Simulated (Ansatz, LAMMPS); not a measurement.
# Forces and charges in glassy 72SiO2-17Al2O3-6BaO-6ZnO (mol %) (116 atoms), part 2 of 2

Aim: energy, forces, charges and density of states of glassy 72SiO2-17Al2O3-6BaO-6ZnO (mol %) (116 atoms) at a fixed geometry.

Ansatz 0.2.0; Kohn-Sham DFT, PBE, PAW (set soft_2), plane waves.

The cell: 26 Si, 12 Al, 2 Ba, 2 Zn and 74 O. The quench rate of 50 K/ps is orders of magnitude faster than experiment. The network of bonds at the start is that of the classical potential that made the cell. Only the Γ point is sampled, in a cell whose shortest periodic width is 12 Å. No spin–orbit coupling is included.

So far: The starting structure; Making the structure; Plane-wave single point.

## 3. Plane-wave single point (continued)

Density of states as counts of states in windows of 1 eV (from the Fermi level), total and the larger projections:

```tsv
from (eV)	to (eV)	total	O p	Si p	Zn d
-10	-9	11.3	7.6	0.5	0.0
-9	-8	15.4	10.7	1.2	0.1
-8	-7	22.3	16.0	2.4	0.5
-7	-6	44.6	29.8	5.2	6.2
-6	-5	47.1	30.3	4.3	8.5
-5	-4	55.4	44.5	3.6	2.3
-4	-3	71.2	62.6	2.8	1.0
-3	-2	81.5	74.9	2.0	0.7
-2	-1	69.4	65.5	1.1	0.3
-1	0	39.0	37.3	0.4	0.1
0	1	2.5	2.4	0.0	0.0
1	2	0.0	0.0	0.0	0.0
2	3	0.6	0.0	0.0	0.0
3	4	5.5	0.5	0.2	0.0
4	5	20.2	1.1	1.5	0.0
```

With fixed occupations the program's Fermi level is the highest filled level; weight inside the gap is the broadening of levels at its edges.

Between -26 and -10 eV lie 164 more states.

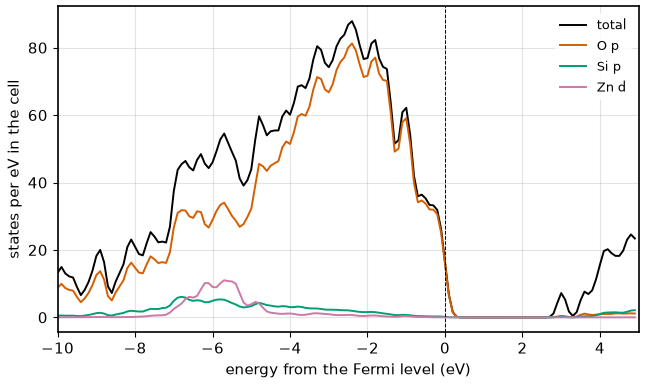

Total and projected density of states, with the broadening of the input.

The levels nearest the highest filled one (over half full), pooled over k-points and spins:

```tsv
level less the highest filled one (eV)	occupation
-0.314	2
-0.278	2
-0.214	2
-0.145	2
-0.102	2
0	2
3.01	0
3.60	0
3.87	0
4.05	0
4.11	0
4.22	0
```

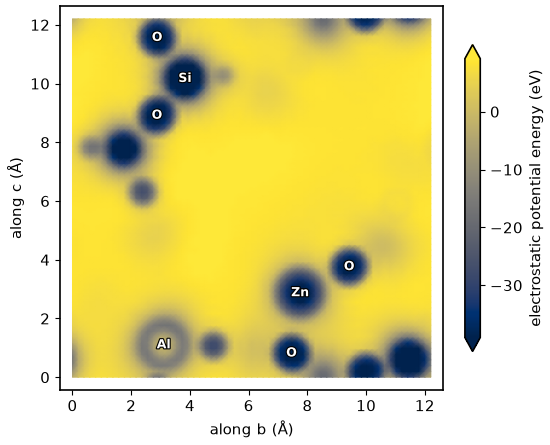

Electrostatic potential energy in the bc plane at fractional x = 0.501, with atoms of Si and Al and Zn and O within 0.2 Å of it. With pseudopotentials it is smooth inside the atoms' cores, unlike the true potential. The map starts off the cell's origin, so that atoms lie inside it.

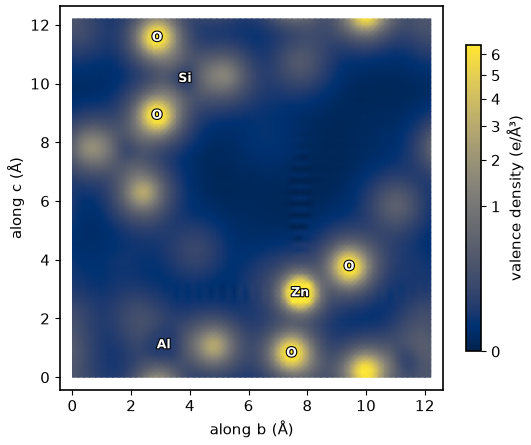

Valence density in the bc plane at fractional x = 0.501, with atoms of Si and Al and Zn and O within 0.2 Å of it. It is the smooth field of the valence electrons, not physical close to the nuclei. The map starts off the cell's origin, so that atoms lie inside it. The colour scale is stretched toward low values.

Mean Löwdin charges: Al +1.38, Ba +1.90, O -0.84, Si +1.77, Zn +1.53 e (they miss 1.2 % of the electrons, so they add up to more than the cell's charge).

## 4. Structure statistics

Bonds and neighbours are counted at the geometry of the runs.

Density 2.42 g/cm³, 15.66 Å³ an atom.

g(r), total and by pair (bins of 0.2 Å):

```tsv
r (Å)	total	O-O	O-Si	O-Al	O-Ba	O-Zn	Si-Si
1.50	1.41	0.00	4.91	0.00	0.00	0.00	0.00
1.70	3.93	0.00	9.66	8.81	0.00	0.00	0.00
1.90	0.65	0.00	0.23	3.55	0.00	5.28	0.00
2.10	0.05	0.00	0.00	0.00	0.00	2.21	0.00
2.30	0.04	0.00	0.00	0.00	0.00	1.81	0.00
2.50	0.83	2.05	0.00	0.00	0.00	0.00	0.00
2.70	1.88	4.33	0.00	0.22	0.66	0.00	0.00
2.90	0.80	1.58	0.00	0.00	2.79	0.00	0.48
3.10	0.97	0.72	0.19	0.59	1.05	1.00	4.04
3.30	0.90	0.66	0.55	0.89	1.79	0.46	3.04
3.50	0.86	0.50	1.29	1.33	0.80	1.97	0.00
3.70	0.77	0.58	0.96	1.38	1.07	0.36	0.00
3.90	1.02	0.43	1.79	1.34	0.65	1.25	0.56
4.10	1.29	0.86	2.02	1.56	1.14	1.18	0.75
4.30	1.11	0.67	1.58	1.98	0.54	0.79	0.82
4.50	1.04	0.87	1.25	1.29	0.70	1.20	0.75
4.70	0.92	1.17	0.56	0.67	0.89	1.78	1.35
4.90	0.98	1.50	0.45	0.40	1.23	1.43	0.88
5.10	0.89	1.23	0.51	0.53	2.23	0.19	0.83
5.30	1.02	1.42	0.67	0.78	0.70	0.35	1.44
5.50	1.08	1.24	0.75	0.91	0.49	0.82	1.27
5.70	0.90	0.64	1.17	0.75	1.21	0.45	1.19
5.90	0.98	0.84	1.10	1.38	1.27	1.12	0.86
```

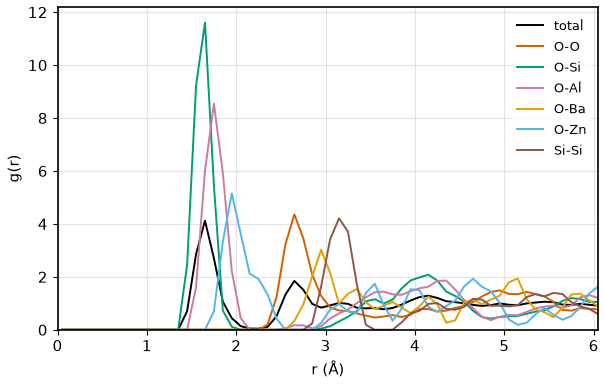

Pair distribution functions, lightly smoothed.

The surroundings of Ba40, one of the 2 Ba atoms, nearest first, numbered as they follow in the input and with coordinates relative to it.

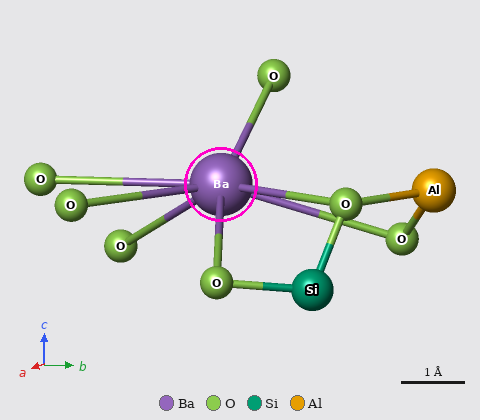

The atoms of the table, within 3.6 Å (arrows a, b, c point along x, y, z); some may hide others; the central atom is ringed.

```tsv
atom	x	y	z	distance (Å)	Löwdin charge (e)	Fx	Fy	Fz (eV/Å)
Ba40	0.00	0.00	0.00	0.00	1.92	-0.40	0.37	-0.14
O101	2.42	-1.72	-0.11	2.97	-0.87	-0.07	1.33	0.30
O99	-2.61	0.02	1.43	2.98	-0.82	0.62	0.30	-0.92
O84	0.18	-2.97	-0.02	2.98	-0.82	-1.41	1.14	0.10
O53	-1.04	2.70	-0.89	3.03	-0.94	0.30	-1.14	0.08
O66	1.57	2.62	-0.02	3.05	-0.89	-1.37	0.57	3.23
O94	-2.02	-2.35	-1.33	3.38	-0.82	1.19	1.39	-0.68
O114	3.07	0.94	-1.16	3.42	-0.83	1.19	-2.81	0.61
Si4	2.37	2.32	-1.31	3.57	1.71	-1.24	0.31	-4.57
Al27	0.03	3.58	0.05	3.58	1.31	0.05	2.09	0.19
```

## 5. Results

```yaml
free_energy_per_atom: -720.9529 eV/atom
pressure: 2.1 GPa
r_m_s_force_component: 1.375 eV/Å
spacing_of_highest_filled_and_lowest_empty_level: 3.014 eV
wall_time_of_the_1_dft_run: 12 s
```

Between filled and empty levels lie 3.01 eV (at Γ alone); a semilocal functional tends to put such gaps too low. In a disordered cell it changes from sample to sample, and tail or defect levels can set it.

What to keep in mind: The force components of 1.4 eV/Å r.m.s. come partly from thermal motion and partly from the difference between the classical potential and DFT. The pressure of 2.1 GPa is that of one thermal frame, in which the classical model's bond lengths enter as well as the volume, without the kinetic term.

[Logs are printed without paths, hosts, clocks, repeated set-up lines and the standing remarks that a program may print on its own settings, such as how far it seeks lower states.]

[Hosts, paths, dates, database ids (printed as entryN), source tags and the programs' standing remarks are cut or masked in the printed files.]
